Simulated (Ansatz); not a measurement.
**Sb3S5: density, localisation and related maps**

The calculation's input:

```
crystal:
  lattice:
    - [3.8621791722, 0.0, 0.0]
    - [-1.9310895861, 3.3447452771, 0.0]
    - [0.0, 0.0, 17.1533131438]
  atoms:
    - { symbol: Sb, position: [0.0, 0.0, 0.5] }
    - { symbol: Sb, position: [0.3333333333, 0.6666666667, 0.1078231574] }
    - { symbol: Sb, position: [0.6666666667, 0.3333333333, 0.8921768426] }
    - { symbol: S, position: [0.6666666667, 0.3333333333, 0.5871874527] }
    - { symbol: S, position: [0.3333333333, 0.6666666667, 0.4128125473] }
    - { symbol: S, position: [0.6666666667, 0.3333333333, 0.1930499808] }
    - { symbol: S, position: [0.3333333333, 0.6666666667, 0.8069500192] }
    - { symbol: S, position: [0.0, 0.0, 0.0] }
basis:
  ecutwfc: 420
kpoints:
  mp_grid: { grid: [12, 12, 2] }
  band_path:
    path:
      - [[0.0, 0.0, 0.0], [0.5, 0.0, 0.0], [0.33333333, 0.33333333, 0.0], [0.0, 0.0, 0.0], [0.0, 0.0, 0.5], [0.5, 0.0, 0.5], [0.33333333, 0.33333333, 0.5], [0.0, 0.0, 0.5]]
      - [[0.5, 0.0, 0.5], [0.5, 0.0, 0.0]]
      - [[0.33333333, 0.33333333, 0.5], [0.33333333, 0.33333333, 0.0]]
    npoints: 14
hamiltonian:
  xc: pbe
scf:
  occupations: { method: gaussian, width: 0.1 }
  n_extra_bands: 20
output:
  forces: true
  stress: true
  eigenvalues: true
  populations: true
  dos: { projected: true, de: 0.02, nscf_kmesh: { grid: [15, 15, 3] } }
  bader: true
  write_density: true
  write_potential: true
  elf: true
  volumetric_format: npy
```

Command:

```sh
ansatz run input.yaml --threads 1 --pin off --max-ram 2560MiB --backend cpu --events-out ev --progress --plain --runs-dir out
```

Below, planes, directions and counts refer to the conventional cell (a = 3.86 Å, b = 3.86 Å, c = 17.15 Å, α = 90.00°, β = 90.00°, γ = 120.00°).

Space group P-3m1; a generated structure, not necessarily the stable one; computed without spin polarisation.

Theory: DFT PBE, scalar-relativistic, plane waves, PAW (Ansatz 0.2.0).

The density is the valence pseudo-density of a PAW calculation; it isn't the true density close to the nuclei.

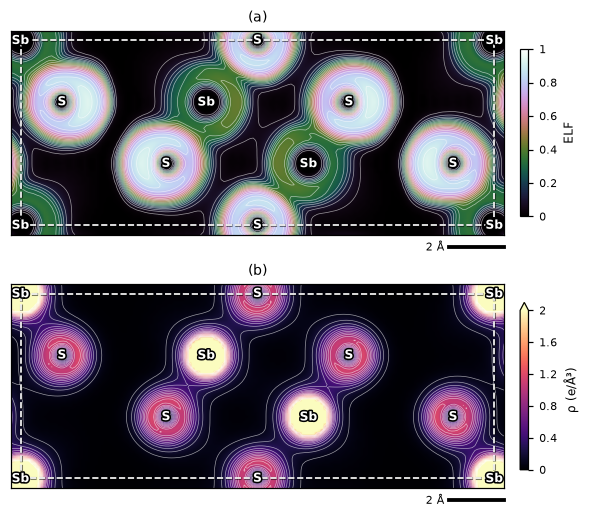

Figure 1. (a) electron localisation function; (b) valence charge density (pseudo) on the (110) plane of the conventional cell.

> Describe what can be read from this map.

The plane passes through Sb and S nuclei. Sb–S (2.67 Å): ρ is about 0.4 e/Å³ halfway; the ELF peaks at about 0.85 in the valence shell of S, 0.8 Å from its nucleus, and is about 0.55 at the midpoint. Sb–S (2.90 Å): the density is about 0.26 e/Å³ at the midpoint; the ELF peaks at about 0.85 in the valence shell of S, 0.8 Å from its nucleus, and drops to about 0.35 between the two atoms. Between the atoms the lowest density in this plane is 0.003 e/Å³. The ELF also peaks beside S, away from the bonds: lone-pair regions.

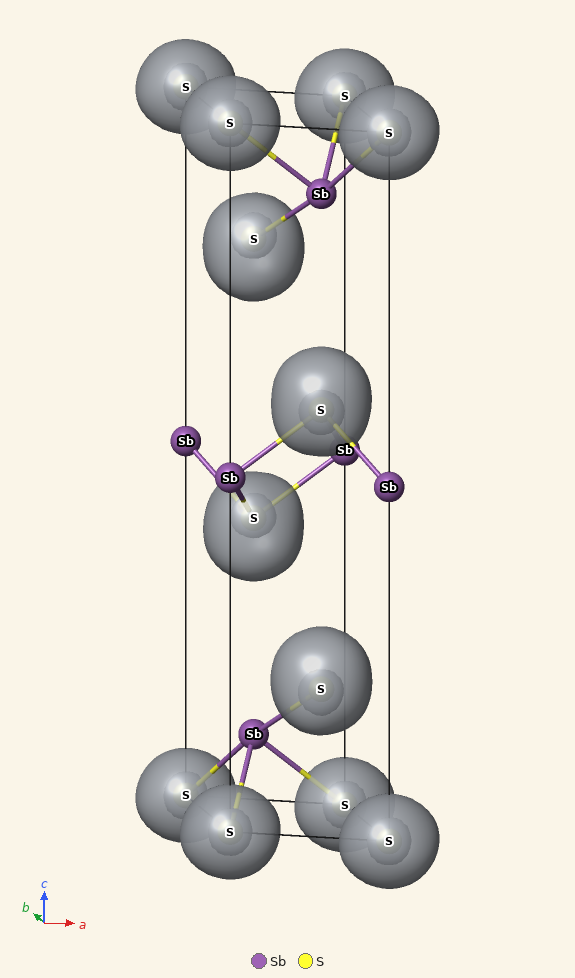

Figure 2. Isosurface of the ELF at 0.7 (grey), seen slightly off an axis. Core shells and regions of very low density are left out. Sticks mark near contacts.

> Describe the localisation domains.

The surface consists of five regions wrapped around S (the valence shell of each), counted in one cell of 8 atoms. Any copies at cell faces, edges or corners count once.

> What Bader charges does the calculation give?

Electrons move from Sb towards S. Bader charges: Sb +1.19 to +1.34 and S −0.90 to −0.68 e.

> Does the calculation give a band gap?

It is gapless in this calculation (a metal or semimetal).
